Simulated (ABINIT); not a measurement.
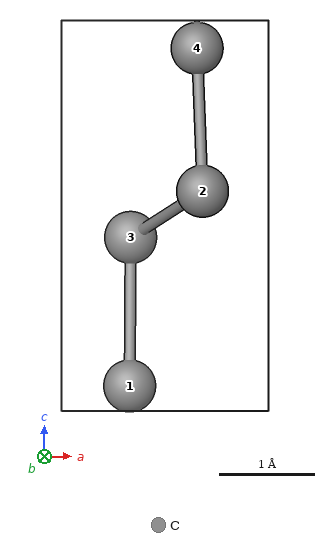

Figure 1. The structure as given in the input (ball-and-stick view of the cell of the calculation, along the b axis; atoms are numbered from 1 in the order of the input). An atom can appear more than once, as a periodic image.

# Dielectric calculation, with input and output: C (part 1 of 3)

C (P1, 4 atoms in the cell), computed with Kohn-Sham DFT of a periodic cell, LDA-PZ, PseudoDojo NC SR LDA v0.4.1 standard, no spin polarisation (ABINIT 10.8.3).

The structure derives from an entry of the Crystallography Open Database.

**The input**
```
ndtset 3

pp_dirpath "./"
pseudos "C.upf"

acell 2.52209884 2.5220988432 4.1186 Angstrom
rprim
     1.0000000000     0.0000000000     0.0000000000
    -0.4999999994     0.8660254042     0.0000000000
     0.0000000000     0.0000000000     1.0000000000
ntypat 1
znucl 6
natom 4
typat 1 1 1 1
chkprim 0
chksymtnons 0
tolsym 1.0e-6
xred
   0.3295191800   0.6477670400   0.0640516100
   0.6812396100   0.3406134900   0.5625970100
   0.3341754500   0.6601534900   0.4445073400
   0.6550657600   0.3514659800   0.9288440400

ecut 31.0

ngkpt 10 10 6
nshiftk 1
shiftk 0.0 0.0 0.0

ixc 2

nband 8
occopt 1

nstep 80
diemac 6.0

prteig 0
prtebands 0
prtwf 0
prtden 0
prtpot 0

kptopt1 1
tolvrs1 1.0e-15
prtwf1 1

iscf2 -3
rfelfd2 2
rfdir2 1 1 1
getwfk2 1
kptopt2 2
nqpt2 1
qpt2 0.0 0.0 0.0
tolwfr2 1.0e-18
prtwf2 1

rfelfd3 3
rfdir3 1 1 1
getwfk3 1
getddk3 2
kptopt3 2
nqpt3 1
qpt3 0.0 0.0 0.0
tolvrs3 1.0e-8
```

**File mrgddb.in**
```
merged_DDB
C
2
runo_DS1_DDB
runo_DS3_DDB
```

**File anaddb.abi**
```
ddb_filepath "merged_DDB"
output_file "anaddb.abo"
outdata_prefix "ana"
asr 1
chneut 1
dipdip 1
dieflag 2
enunit 0
```

Hardware: 1 thread of Arm Neoverse V1, 112 GiB of memory available, shared host.

Launched with:
```bash
abinit run.abi > log 2>&1
mrgddb < mrgddb.in > mrgddb.log 2>&1
anaddb anaddb.abi > anaddb.log 2>&1
```

**What the program printed**
```
.Version 10.8.3 of ABINIT
 DATASET    1 : space group P1 (#  1); Bravais aP (primitive triclinic)
================================================================================
 Values of the parameters that define the memory need for DATASET  1.
     intxc =       0    ionmov =       0      iscf =       7    lmnmax =       4
     lnmax =       4     mgfft =      40  mpssoang =       2    mqgrid =    3001
     natom =       4  nloc_mem =       1    nspden =       1   nspinor =       1
    nsppol =       1      nsym =       1    n1xccc =    2501    ntypat =       1
    occopt =       1   xclevel =       1
       mpw =        1288          nfft =       23040          nkpt =         304
================================================================================
================================================================================

 DATASET    2 : space group P1 (#  1); Bravais aP (primitive triclinic)
================================================================================
 Values of the parameters that define the memory need for DATASET  2 (RF).
     intxc =       0      iscf =      -3    lmnmax =       4     lnmax =       4
     mgfft =      40  mpssoang =       2    mqgrid =    3001     natom =       4
  nloc_mem =       1    nspden =       1   nspinor =       1    nsppol =       1
      nsym =       1    n1xccc =    2501    ntypat =       1    occopt =       1
   xclevel =       1
      nfft =       23040          nkpt =         304
================================================================================
================================================================================

 DATASET    3 : space group P1 (#  1); Bravais aP (primitive triclinic)
================================================================================
 Values of the parameters that define the memory need for DATASET  3 (RF).
     intxc =       0      iscf =       7    lmnmax =       4     lnmax =       4
     mgfft =      40  mpssoang =       2    mqgrid =    3001     natom =       4
  nloc_mem =       1    nspden =       1   nspinor =       1    nsppol =       1
      nsym =       1    n1xccc =    2501    ntypat =       1    occopt =       1
   xclevel =       1
      nfft =       23040          nkpt =         304
================================================================================
================================================================================

--------------------------------------------------------------------------------
------------- Echo of variables that govern the present computation ------------
--------------------------------------------------------------------------------
 -outvars: echo values of preprocessed input variables --------
            acell      4.7660760701E+00  4.7660760761E+00  7.7830260222E+00 Bohr
              amu      1.20110000E+01
          chkprim           0
      chksymtnons           0
           diemac      6.00000000E+00
             ecut      3.10000000E+01 Hartree
           getddk1          0
           getddk2          0
           getddk3          2
           getwfk1          0
           getwfk2          1
           getwfk3          1
             iscf1          7
             iscf2         -3
             iscf3          7
                       outvar_i_n : Printing only first  50 k-points.
              ixc           2
           jdtset        1    2    3
                       outvar_i_n : Printing only first  50 k-points.
           kptopt1          1
           kptopt2          2
           kptopt3          2
         kptrlatt       10    0    0      0   10    0      0    0    6
          kptrlen      4.66981561E+01
            natom           4
            nband           8
           ndtset           3
            ngfft          24      24      40
             nkpt         304
             nqpt1          0
             nqpt2          1
             nqpt3          1
            nstep          80
             nsym           1
           ntypat           1
        optdriver1          0
        optdriver2          1
        optdriver3          1
           prtden           0
        prtebands           0
           prteig           0
            prtwf1          1
            prtwf2          1
            prtwf3          0
           rfelfd1          0
           rfelfd2          2
           rfelfd3          3
            rprim      1.0000000000E+00  0.0000000000E+00  0.0000000000E+00
                      -4.9999999940E-01  8.6602540420E-01  0.0000000000E+00
                       0.0000000000E+00  0.0000000000E+00  1.0000000000E+00
          spgroup           1
           tolsym      1.00000000E-06
           tolvrs1     1.00000000E-15
           tolvrs2     0.00000000E+00
           tolvrs3     1.00000000E-08
           tolwfr1     0.00000000E+00
           tolwfr2     1.00000000E-18
           tolwfr3     0.00000000E+00
            typat      1  1  1  1
                       outvars : Printing only first  50 k-points.
           xangst      1.4213691492E-02  1.4148538506E+00  2.6380296095E-01
                       1.2886231861E+00  7.4396855372E-01  2.3171120454E+00
                       1.0337339069E-02  1.4419083554E+00  1.8307479305E+00
                       1.2089246232E+00  7.6767258050E-01  3.8255370631E+00
            xcart      2.6859984159E-02  2.6736862858E+00  4.9851534739E-01
                       2.4351449012E+00  1.4058968128E+00  4.3787071688E+00
                       1.9534739711E-02  2.7248118903E+00  3.4596121943E+00
                       2.2845364446E+00  1.4506909315E+00  7.2292173339E+00
             xred      3.2951918000E-01  6.4776704000E-01  6.4051610000E-02
                       6.8123961000E-01  3.4061349000E-01  5.6259701000E-01
                       3.3417545000E-01  6.6015349000E-01  4.4450734000E-01
                       6.5506576000E-01  3.5146598000E-01  9.2884404000E-01
            znucl        6.00000

================================================================================

 chkinp: Checking input parameters for consistency, jdtset=   1.

 chkinp: Checking input parameters for consistency, jdtset=   2.

 chkinp: Checking input parameters for consistency, jdtset=   3.

================================================================================
== DATASET  1 ==================================================================

--- !DatasetInfo
iteration_state: {dtset: 1, }
dimensions: {natom: 4, nkpt: 304, mband: 8, nsppol: 1, nspinor: 1, nspden: 1, mpw: 1288, }
cutoff_energies: {ecut:  31.0, pawecutdg:  -1.0, }
electrons: {nelect:   1.60000000E+01, charge:   0.00000000E+00, occopt:   1.00000000E+00, tsmear:   1.00000000E-02, }
meta: {optdriver: 0, ionmov: 0, optcell: 0, iscf: 7, paral_kgb: 0, }
...

 Exchange-correlation functional for the present dataset will be:
  LDA: Perdew-Zunger-Ceperley-Alder - ixc=2
  J.P.Perdew and A.Zunger, PRB 23, 5048 (1981)

 Real(R)+Recip(G) space primitive vectors, cartesian coordinates (Bohr,Bohr^-1):
 R(1)=  4.7660761  0.0000000  0.0000000  G(1)=  0.2098162  0.1211374  0.0000000
 R(2)= -2.3830380  4.1275430  0.0000000  G(2)=  0.0000000  0.2422749  0.0000000
 R(3)=  0.0000000  0.0000000  7.7830260  G(3)=  0.0000000  0.0000000  0.1284847
 Unit cell volume ucvol=  1.5310912E+02 bohr^3
 Angles (23,13,12)=  9.00000000E+01  9.00000000E+01  1.20000000E+02 degrees

 getcut: wavevector=  0.0000  0.0000  0.0000  ngfft=  24  24  40
         ecut(hartree)=     31.000   => boxcut(ratio)=   2.00911

--- Pseudopotential description ------------------------------------------------
- pspini: atom type   1  psp file is ./C.upf
   6.00000   4.00000  180309                  znucl, zion, pspdat
12 -1012 1 -1 1234                            pspcod,pspxc,lmax,lloc,mmax
     nproj     2     2

   2.78465922E+02                                ecore*ucvol(ha*bohr**3)
--------------------------------------------------------------------------------

================================================================================

--- !BeginCycle
iteration_state: {dtset: 1, }
solver: {iscf: 7, nstep: 80, nline: 4, wfoptalg: 0, }
tolerances: {tolvrs: 1.00E-15, }
...

     iter   Etot(hartree)      deltaE(h)  residm     vres2
 ETOT  1  -24.065211135072    -2.407E+01 1.908E-01 6.671E+01
 ETOT  2  -24.107212067342    -4.200E-02 1.162E-02 1.616E+00
 ETOT  3  -24.107475437170    -2.634E-04 4.240E-04 7.176E-01
 ETOT  4  -24.107652535952    -1.771E-04 5.518E-05 1.595E-02
 ETOT  5  -24.107657292797    -4.757E-06 7.511E-06 8.203E-05
 ETOT  6  -24.107657330843    -3.805E-08 1.096E-06 5.480E-06
 ETOT  7  -24.107657334572    -3.729E-09 1.060E-07 7.350E-07
 ETOT  8  -24.107657335227    -6.543E-10 1.889E-08 1.235E-08
 ETOT  9  -24.107657335261    -3.461E-11 1.831E-09 3.642E-10
 ETOT 10  -24.107657335265    -3.975E-12 3.151E-10 8.890E-12
 ETOT 11  -24.107657335266    -4.974E-13 3.014E-11 5.775E-13
 ETOT 12  -24.107657335266     3.553E-15 5.304E-12 6.167E-14
 ETOT 13  -24.107657335266    -1.492E-13 5.117E-13 4.585E-16

 At SCF step   13       vres2   =  4.59E-16 < tolvrs=  1.00E-15 =>converged.

 Cartesian components of stress tensor (hartree/bohr^3)
  sigma(1 1)=  6.50852753E-04  sigma(3 2)= -2.46189933E-05
  sigma(2 2)=  7.52281810E-04  sigma(3 1)=  1.13908043E-04
  sigma(3 3)= -1.26097413E-04  sigma(2 1)=  4.41887835E-05

--- !ResultsGS
iteration_state: {dtset: 1, }
comment   : Summary of ground state results
lattice_vectors:
- [  4.7660761,   0.0000000,   0.0000000, ]
- [ -2.3830380,   4.1275430,   0.0000000, ]
- [  0.0000000,   0.0000000,   7.7830260, ]
lattice_lengths: [   4.76608,    4.76608,    7.78303, ]
lattice_angles: [ 90.000,  90.000, 120.000, ] # degrees, (23, 13, 12)
lattice_volume:   1.5310912E+02
convergence: {deltae: -1.492E-13, res2:  4.585E-16, residm:  5.117E-13, diffor: null, }
etotal    :  -2.41076573E+01
entropy   :   0.00000000E+00
fermie    :   4.15979228E-01
cartesian_stress_tensor: # hartree/bohr^3
- [  6.50852753E-04,   4.41887835E-05,   1.13908043E-04, ]
- [  4.41887835E-05,   7.52281810E-04,  -2.46189933E-05, ]
- [  1.13908043E-04,  -2.46189933E-05,  -1.26097413E-04, ]
pressure_GPa:  -1.2524E+01
xred      :
- [  3.2952E-01,   6.4777E-01,   6.4052E-02,  C]
- [  6.8124E-01,   3.4061E-01,   5.6260E-01,  C]
- [  3.3418E-01,   6.6015E-01,   4.4451E-01,  C]
- [  6.5507E-01,   3.5147E-01,   9.2884E-01,  C]
cartesian_forces: # hartree/bohr
- [ -4.33164698E-02,   4.44561108E-02,  -5.70295666E-03, ]
- [ -2.08529717E-02,  -1.53227776E-02,   4.24803890E-03, ]
- [  1.19833355E-02,   1.49350315E-02,  -3.46311466E-02, ]
- [  5.21861060E-02,  -4.40683646E-02,   3.60860643E-02, ]
force_length_stats: {min:   2.62236492E-02, max:   7.72503363E-02, mean:   5.13444020E-02, }
...

 Integrated electronic density in atomic spheres:
 ------------------------------------------------
 Atom  Sphere_radius  Integrated_density
    1        2.00000          4.61167925
    2        2.00000          4.76062659
    3        2.00000          4.69072040
    4        2.00000          4.68928294
================================================================================

 ----iterations are completed or convergence reached----

 Mean square residual over all n,k,spin=   21.106E-17; max=  51.170E-14
 reduced coordinates (array xred) for    4 atoms
       0.329519180000      0.647767040000      0.064051610000
       0.681239610000      0.340613490000      0.562597010000
       0.334175450000      0.660153490000      0.444507340000
       0.655065760000      0.351465980000      0.928844040000
 rms dE/dt=  1.9354E-01; max dE/dt=  3.0625E-01; dE/dt below (all hartree)
    1       0.206450665809     -0.286720692543      0.044388146100
    2       0.099387924677      0.013550608033     -0.033060711288
    3      -0.057112413060     -0.033089629910      0.269537001012
    4      -0.248721875425      0.306254153370     -0.280856891860

 cartesian coordinates (angstrom) at end:
    1      0.01421369149245     1.41485385061321     0.26380296094600
    2      1.28862318610483     0.74396855372157     2.31711204538600
    3      0.01033733906874     1.44190835539000     1.83074793052400
    4      1.20892462316050     0.76767258050448     3.82553706314400

 cartesian forces (hartree/bohr) at end:
    1     -0.04331646983247     0.04445611078678    -0.00570295666270
    2     -0.02085297165127    -0.01532277761762     0.00424803889703
    3      0.01198333549876     0.01493503145165    -0.03463114658150
    4      0.05218610598499    -0.04406836462080     0.03608606434717
 frms,max,avg= 3.1762730E-02 5.2186106E-02  -2.257E-07  2.065E-07 -2.423E-07 h/b
```
